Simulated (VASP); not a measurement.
SnO2: space group I4_1/amd (No. 141), a = 4.002 Å, b = 4.002 Å, c = 10.221 Å, α = 90.00°, β = 90.00°, γ = 90.00°. Origin: the geometry relaxed with VASP Kohn-Sham DFT of a periodic cell, PBEsol with D4, VASP PAW PBE potentials, recommended in VASP. Forms under 0.4 % of the area are left out.

**Which faces does the BFDH rule predict for this crystal?**

The forms computed, by share of the surface:

```
 form  faces  d (Å)  share of area (%)
{101}      8  3.726               90.7
{004}      2  2.555                9.3
```

Widths along a, b and c stand as 1.00 : 1.00 : 1.36.

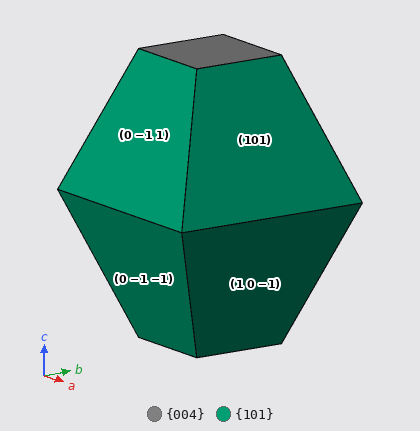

The computed shape, faces indexed. The rule is geometric and ignores bonding and growth conditions.
